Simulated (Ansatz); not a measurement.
**Elastic-constant calculation, with input and output: Al$_{3}$Cu$_{2}$ (part 2 of 2)**

Continued. System: Al$_{3}$Cu$_{2}$ (P-3m1, 5 atoms in the cell). Method: DFT LDA, scalar-relativistic, plane waves, PAW, no spin polarisation (Ansatz 0.2.0); cutoff 420 eV, 12×12×8 k-mesh, Fermi–Dirac smearing of 0.15 eV. The structure derives from a Materials Project entry. It belongs to a series of runs on one base structure; here: elastic constants, atoms clamped.

Log, continued
```
SCF iter   1: F=—  HF=-14651.074095 eV  |F-HF|=—  |Δ(HF+E_count)|=         —  Δρ=2.80e-4  dr2=3.90e-5  ethr=1.15e-7  ⟨swp⟩=2.1  Hψ=48174  notcnv=0  defer=3
preconditioner: auto → Kerker (q_TF=auto, 2.551 Å⁻¹)  [metal: Δε(μ)=0.001 eV  Ē_g=8.765 eV  σ=0.150 eV  W_gap=0.00  n_scr=22 (ndim 8)  ℏωp=24.6 eV  f_vac=0.000  D(μ)=1.23/eV (n_scr^D=2)]
SCF iter   2: F=—  HF=-14651.074096 eV  |F-HF|=—  |Δ(HF+E_count)|=   6.74e-7  Δρ=1.64e-4  dr2=1.60e-5  ethr=8.29e-8  ⟨swp⟩=1.0  Hψ=9884  notcnv=0  defer=3
SCF iter   3: F=—  HF=-14651.074084 eV  |F-HF|=—  |Δ(HF+E_count)|=   1.21e-5  Δρ=2.05e-5  dr2=3.51e-7  ethr=3.40e-8  ⟨swp⟩=2.4  Hψ=14072  notcnv=0  defer=3
SCF iter   4: F=—  HF=-14651.074084 eV  |F-HF|=—  |Δ(HF+E_count)|=   4.60e-7  Δρ=3.68e-6  dr2=6.21e-9  ethr=7.47e-10  ⟨swp⟩=2.0  Hψ=14802  notcnv=0  defer=3
SCF iter   5: F=—  HF=-14651.074084 eV  |F-HF|=—  |Δ(HF+E_count)|=  1.67e-10  Δρ=9.22e-7  dr2=5.51e-10  ethr=1.32e-11  ⟨swp⟩=2.4  Hψ=14941  notcnv=0  defer=3
SCF iter   6: F=—  HF=-14651.074084 eV  |F-HF|=—  |Δ(HF+E_count)|=  1.82e-11  Δρ=8.31e-7  dr2=2.79e-10  ethr=1.17e-12  ⟨swp⟩=2.0  Hψ=14574  notcnv=0  defer=3
SCF iter   7: F=—  HF=-14651.074084 eV  |F-HF|=—  |Δ(HF+E_count)|=  8.00e-11  Δρ=1.64e-7  dr2=1.29e-11  ethr=5.93e-13 (applied; sched 1.00e-12)  ⟨swp⟩=2.2  Hψ=15007  notcnv=0  defer=3
SCF iter   8: F=—  HF=-14651.074084 eV  |F-HF|=—  |Δ(HF+E_count)|=  1.82e-12  Δρ=2.70e-8  dr2=3.63e-13  ethr=2.74e-14 (applied; sched 1.00e-12)  ⟨swp⟩=2.2  Hψ=14032  notcnv=0  defer=36
SCF iter   9: F=-14651.074084 eV  HF=-14651.074084 eV  |F-HF|=0.00e0  |Δ(HF+E_count)|=  5.46e-12  Δρ=4.34e-9  dr2=1.45e-14  ethr=1.00e-12  ⟨swp⟩=4.0  Hψ=31214  notcnv=0
SCF 6 converged in 9 iterations: F = -14651.074084 eV  dr2 = 1.45e-14
iter 1 solved again at ethr=3.85e-10 eV; its pass at ethr=3.10e-3 eV (dr2=1.81e-7 eV) is discarded
SCF iter   1: F=—  HF=-14651.074078 eV  |F-HF|=—  |Δ(HF+E_count)|=         —  Δρ=9.05e-5  dr2=1.82e-7  ethr=3.85e-10  ⟨swp⟩=2.1  Hψ=47987  notcnv=0  defer=3
preconditioner: auto → Kerker (q_TF=auto, 2.551 Å⁻¹)  [metal: Δε(μ)=0.009 eV  Ē_g=8.765 eV  σ=0.150 eV  W_gap=0.02  n_scr=22 (ndim 8)  ℏωp=24.6 eV  f_vac=0.000  D(μ)=1.23/eV (n_scr^D=2)]
SCF iter   2: F=—  HF=-14651.074081 eV  |F-HF|=—  |Δ(HF+E_count)|=   2.77e-6  Δρ=4.60e-5  dr2=5.92e-8  ethr=3.85e-10  ⟨swp⟩=1.0  Hψ=9884  notcnv=0  defer=3
SCF iter   3: F=—  HF=-14651.074082 eV  |F-HF|=—  |Δ(HF+E_count)|=   9.55e-7  Δρ=2.72e-6  dr2=3.72e-9  ethr=1.26e-10  ⟨swp⟩=1.0  Hψ=9890  notcnv=0  defer=3
SCF iter   4: F=—  HF=-14651.074082 eV  |F-HF|=—  |Δ(HF+E_count)|=  8.37e-10  Δρ=1.74e-6  dr2=1.11e-9  ethr=7.92e-12  ⟨swp⟩=2.0  Hψ=14189  notcnv=0  defer=3
SCF iter   5: F=—  HF=-14651.074082 eV  |F-HF|=—  |Δ(HF+E_count)|=  3.46e-10  Δρ=7.03e-7  dr2=1.94e-10  ethr=2.36e-12  ⟨swp⟩=1.1  Hψ=10017  notcnv=0  defer=3
SCF iter   6: F=—  HF=-14651.074082 eV  |F-HF|=—  |Δ(HF+E_count)|=  4.00e-11  Δρ=1.44e-7  dr2=8.76e-12  ethr=4.12e-13 (applied; sched 1.00e-12)  ⟨swp⟩=2.5  Hψ=14331  notcnv=0  defer=5
SCF iter   7: F=—  HF=-14651.074082 eV  |F-HF|=—  |Δ(HF+E_count)|=  1.82e-12  Δρ=1.96e-8  dr2=4.13e-13  ethr=1.86e-14 (applied; sched 1.00e-12)  ⟨swp⟩=2.0  Hψ=14577  notcnv=0  defer=35
SCF iter   8: F=-14651.074082 eV  HF=-14651.074082 eV  |F-HF|=5.46e-12  |Δ(HF+E_count)|=  5.46e-12  Δρ=4.83e-9  dr2=4.04e-14  ethr=1.00e-12  ⟨swp⟩=4.0  Hψ=31440  notcnv=0
SCF 7 converged in 8 iterations: F = -14651.074082 eV  dr2 = 4.04e-14
SCF converged after 12 iterations
Free energy (F): -14651.074368 eV
Harris-Foulkes:  -14651.074368 eV  (|F-HF|=0.00e0)
Internal energy: -14650.982338 eV  (E = F + TS)
E sigma→0 (E₀):  -14651.028353 eV
Entropy (-TS):   -0.092030 eV (-18.406 meV/atom)
Fermi energy:    11.507334 eV
--- Per-component energies (eV) ---
  E_band       = -921.803916
  E_kinetic    = 675.196602
  E_local      = -11562.214694  (includes V_loc(G=0)·N_el)
  E_nonlocal   = 810.055601
  E_hartree    = 5189.853713
  E_xc         = -300.706460
  E_vxc        = -324.916814  (∫ρ·V_xc dr)
  E_paw        = -4507.429400  (= ΣΔE_a)
  E_vpaw       = -899.632429  (= ΣTr[D̂ρ^β])
  E_aug_tail   = 0.000361  (compensation charges beyond the density's cutoff)
  E_ewald      = -4956.804531
  E_core_change = 1.066470  (= ΣΔE_core)
  E_smearing   = -0.092030  (= −TS)
  E_closure    = 0.000000  (closes the sum)
  Σ components = -14651.074368   (vs F -14651.074368, Δ=0.00e0)
--- Forces (eV/Å), atoms counted from 1 ---
  atom   1  Al     0.00000000     0.00000000     0.00000000
  atom   2  Al    -0.00000000    -0.00000000     0.00004050
  atom   3  Al     0.00000000     0.00000000    -0.00004050
  atom   4  Cu    -0.00000000    -0.00000000     0.00000830
  atom   5  Cu     0.00000000     0.00000000    -0.00000830
  max |Σ_I F_I| component: 3.47e-18 eV/Å
--- Stress (GPa, compression-positive) ---
        0.000326      -0.000000       0.000000
       -0.000000       0.000326      -0.000000
        0.000000      -0.000000       0.002819
  P = ⅓ Tr σ = 0.0012 GPa (0.012 kbar)
--- Band table (eV; the first three rows and the last of 131) ---
  k-point 0: bands = ["-102.0914", "-102.0897", "-59.9030", "-59.8961", "-59.8921", "-59.8921", "-59.8841", "-59.8841", "0.0275", "4.9093", "5.4726", "5.9738", "5.9738", "6.3404", "6.3404", "6.8706", "6.8706", "7.2743", "7.2743", "7.7663", "7.7899", "11.2980", "11.2980", "12.8974", "12.8974", "14.0875", "14.4499", "16.9238", "16.9255", "16.9255", "17.3847"]
  k-point 1: bands = ["-102.0914", "-102.0897", "-59.9030", "-59.8961", "-59.8921", "-59.8921", "-59.8841", "-59.8841", "0.1179", "4.3615", "5.6643", "5.9605", "5.9605", "6.3323", "6.3323", "6.8923", "6.8923", "7.2410", "7.2740", "7.2740", "8.8507", "11.4007", "11.4007", "12.9469", "12.9469", "14.1093", "14.5029", "16.0827", "16.0827", "16.7182", "16.8819"]
  k-point 2: bands = ["-102.0914", "-102.0897", "-59.9030", "-59.8962", "-59.8921", "-59.8921", "-59.8841", "-59.8841", "0.3822", "3.4522", "5.8170", "5.9309", "5.9309", "6.3112", "6.3112", "6.9497", "6.9497", "7.0442", "7.2675", "7.2675", "10.3290", "11.7022", "11.7022", "13.0758", "13.0758", "14.1721", "14.6495", "15.0307", "15.0307", "15.9742", "15.9742"]
  k-point 130: bands = ["-102.0905", "-102.0905", "-59.9013", "-59.9013", "-59.8933", "-59.8864", "-59.8864", "-59.8831", "4.5394", "4.6701", "4.6701", "5.0825", "5.0825", "5.9026", "6.5600", "6.5600", "6.5770", "6.9565", "7.2430", "7.2430", "7.5662", "7.6228", "7.6228", "9.0553", "16.3042", "16.7398", "16.7398", "17.6226", "17.6226", "18.2913", "18.2913"]
--- Elastic constants: 3 strain directions × 2 members + reference (group order 12) ---
  dense FFT box of the reference and of every strained cell: 30×30×36
  strains applied: 11, 33, 23; error gains: componentwise 1.00 (the most a stress slope's error grows in a printed constant), spectral 1.41 (1 for all six strains in a standard setting)
  C = ∂σ_k/∂η_j (tension-positive GPa; Voigt order 11 22 33 23 13 12):
       225.783     75.859     54.932     21.730     -0.000      0.000
        75.859    225.783     54.932    -21.730      0.000     -0.000
        54.985     54.985    255.125      0.000      0.000     -0.000
        21.749    -21.749     -0.000     51.792     -0.000      0.000
        -0.000      0.000      0.000     -0.000     51.792     21.749
        -0.000      0.000     -0.000      0.000     21.730     74.962
  reference stress σ⁰ (GPa):     -0.000     -0.000     -0.003      0.000     -0.000      0.000
  C* (energy form; C + prestress term) asymmetry max|C*_kj − C*_jk| = 5.109e-2 GPa — a small one proves nothing (zero by symmetry where the batch's group is 432, −43m or m−3m); a large one is finite-difference/SCF noise where every solve meets its electron count
  moduli (Voigt/Reuss/Hill, GPa): K = 119.80/119.78/119.79   G = 70.44/59.18/64.81   E = 164.72   ν = 0.271
  mechanically stable: yes (min eigenvalue of sym C = 38.74 GPa)
  strain η (Voigt 11):  stress-route row diagonal C_11 = 225.78 GPa, energy-path curvature d²(F+E_count+ΔE)/dδ²/Ω₀ = 225.79 GPa
         δ    σ_11 (GPa)             F (eV)   n_scf  n_hpsi   n_pw
    -5.000e-3      -1.1585      -14651.0731054      11  212684   1390
     5.000e-3       1.0993      -14651.0731472       8  164673   1408
  strain η (Voigt 33):  stress-route row diagonal C_33 = 255.13 GPa, energy-path curvature d²(F+E_count+ΔE)/dδ²/Ω₀ = 255.07 GPa
         δ    σ_33 (GPa)             F (eV)   n_scf  n_hpsi   n_pw
    -5.000e-3      -1.3148      -14651.0729441      11   87119   1388
     5.000e-3       1.2365      -14651.0729980       8   67863   1408
  strain η (Voigt 23):  stress-route row diagonal C_44 = 51.79 GPa, energy-path curvature d²(F+E_count+ΔE)/dδ²/Ω₀ = 51.80 GPa
         δ    σ_23 (GPa)             F (eV)   n_scf  n_hpsi   n_pw
    -5.000e-3      -0.2572      -14651.0740841       9  182956   1396
     5.000e-3       0.2607      -14651.0740816       8  158567   1396
```

File elastic.tsv
```
# convention: tension-positive GPa; Voigt order 11 22 33 23 13 12; engineering shear strains; stresses and constants hold the Pulay correction, whose part of sigma0, of c and of each member's stress the lines and columns named pulay_correction_..._gpa give (of c_energy it is that of c and, on the columns of strains 1 to 3, that of sigma0; of a layer's constants it is that of c in the plane, times a tenth of its plane spacing in ang); where a line pulay_correction_withheld stands none holds it
# sigma0_gpa = -3.2627571133e-4 -3.2627571132e-4 -2.8191345622e-3 5.7902779576e-17 -4.6322223661e-17 1.5749556045e-15
# pulay_correction_sigma0_gpa = -8.2593735343e-2 -8.2593735343e-2 -8.4870109605e-2 -0.0000000000e0 -7.7750314372e-21 7.2378474470e-19
# c_energy_asymmetry_gpa = 5.1088217162e-2
# group_order = 12
# error_gain_componentwise = 1.0000000000e0	error_gain_spectral = 1.4142135624e0
# k_voigt_gpa = 1.1980472395e2	k_reuss_gpa = 1.1977797073e2	k_hill_gpa = 1.1979134734e2
# g_voigt_gpa = 7.0436937448e1	g_reuss_gpa = 5.9183794222e1	g_hill_gpa = 6.4810365835e1
# youngs_gpa = 1.6472432298e2	poisson = 2.7081772231e-1
# min_eigenvalue_gpa = 3.8743405316e1	stable = true
# k	c_k1_gpa	c_k2_gpa	c_k3_gpa	c_k4_gpa	c_k5_gpa	c_k6_gpa	c_energy_k1_gpa	c_energy_k2_gpa	c_energy_k3_gpa	c_energy_k4_gpa	c_energy_k5_gpa	c_energy_k6_gpa	pulay_correction_c_k1_gpa	pulay_correction_c_k2_gpa	pulay_correction_c_k3_gpa	pulay_correction_c_k4_gpa	pulay_correction_c_k5_gpa	pulay_correction_c_k6_gpa
1	2.2578254313e2	7.5858879097e1	5.4931757276e1	2.1729810797e1	-4.6372691872e-10	1.6774058183e-15	2.2578221685e2	7.5858552821e1	5.4931431000e1	2.1729810797e1	-4.6372691872e-10	1.6774058183e-15	1.8839906921e-1	1.3745526135e-1	1.1148265161e-1	6.7562252121e-3	-1.4418186992e-13	-1.2063906840e-18
2	7.5858879097e1	2.2578254313e2	5.4931757276e1	-2.1729810797e1	4.6372573449e-10	-4.2110137098e-15	7.5858552821e1	2.2578221685e2	5.4931431000e1	-2.1729810797e1	4.6372573449e-10	-4.2110137098e-15	1.3745526135e-1	1.8839906921e-1	1.1148265161e-1	-6.7562252121e-3	1.4418129168e-13	6.2474880072e-18
3	5.4985338352e1	5.4985338352e1	2.5512547983e2	0.0000000000e0	0.0000000000e0	-6.8382364689e-16	5.4982519217e1	5.4982519217e1	2.5512266070e2	0.0000000000e0	0.0000000000e0	-6.8382364689e-16	1.3076230353e-1	1.3076230353e-1	1.3942511803e-1	6.7762635780e-21	-4.5175090520e-21	4.3060571666e-18
4	2.1749448068e1	-2.1749448068e1	-1.0518145403e-30	5.1792329053e1	-4.5177457877e-16	4.6414366335e-10	2.1749448068e1	-2.1749448068e1	5.7902779576e-17	5.1792329053e1	-4.5177457877e-16	4.6414366335e-10	6.6063988313e-3	-6.6063988313e-3	1.6434602192e-32	-2.1383194581e-3	6.5426573118e-20	1.4098400733e-13
5	-4.6414690374e-10	4.6414554837e-10	3.1554436209e-30	-4.5177457877e-16	5.1792329053e1	2.1749448068e1	-4.6414695006e-10	4.6414550205e-10	-4.6322223661e-17	-4.5177457877e-16	5.1792329053e1	2.1749448068e1	-1.4098486994e-13	1.4098497303e-13	-4.9303806576e-32	2.9286500701e-20	-2.1383194581e-3	6.6063988313e-3
6	-1.8009342918e-15	6.0031143061e-16	-2.9605947365e-16	4.6372615858e-10	2.1729810797e1	7.4961832015e1	-2.2597868736e-16	2.1752670351e-15	1.2788961308e-15	4.6372615858e-10	2.1729810797e1	7.4961832015e1	-4.5851873534e-19	-3.7021014793e-18	-5.7824116526e-19	1.4418179174e-13	6.7562252121e-3	2.5471903926e-2
```

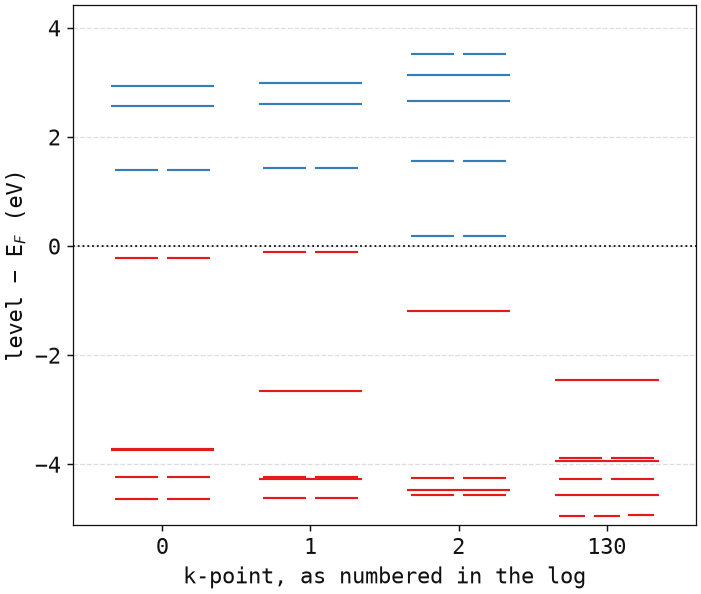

Kohn–Sham levels near the Fermi level (dotted) at the few k-points that the log prints; levels within 0.02 eV of each other stand side by side. The system is metallic on the full mesh.

The run was set up as follows.

The input
```yaml
crystal:
  lattice:
    - [4.0581149413, 0.0, 0.0]
    - [-2.0290574707, 3.5144306307, 0.0]
    - [0.0, 0.0, 4.935164324]
  atoms:
    - { symbol: Al, position: [0.0, 0.0, 0.0] }
    - { symbol: Al, position: [0.3333333333, 0.6666666667, 0.351082619] }
    - { symbol: Al, position: [0.6666666667, 0.3333333333, 0.648917381] }
    - { symbol: Cu, position: [0.3333333333, 0.6666666667, 0.8420196298] }
    - { symbol: Cu, position: [0.6666666667, 0.3333333333, 0.1579803702] }
basis:
  ecutwfc: 420
kpoints:
  mp_grid: { grid: [12, 12, 8] }
hamiltonian:
  xc: lda
scf:
  occupations: { method: fermi_dirac, width: 0.15 }
output:
  forces: true
  stress: true
  eigenvalues: true
elastic:
  mode: clamped_ion
  amplitude: 0.005
  stencil: two_point
```

Run as:
```bash
ansatz run input.yaml --threads 2 --pin off --max-ram 6144MiB --backend cpu --events-out ev --progress --plain --runs-dir out
```

Results in brief

| quantity | value |
| --- | --- |
| outcome | converged |
| space group (tolerance 0.01 Å) | P-3m1 (164) |
| electrons treated | 47 |
| free energy | −14651.0744 eV |
| Fermi energy | 11.507 eV |
| gap on the k-point mesh | none (metallic) |
| pressure | 0.00 GPa |
| bulk modulus (Hill) | 119.8 GPa |
| shear modulus (Hill) | 64.8 GPa |
| largest force (length of the vector) | under 0.001 eV/Å |
| elastic stability | stable |
| hardware | 2 threads of Oxide Virtual Turin-like (Zen 5), 32 GiB of memory available, shared host |
| wall time | 82 s (CPU time 2.6 min) |
| peak memory | 0.88 GiB |

Remarks

Results for this metal are sensitive to the k-point mesh.
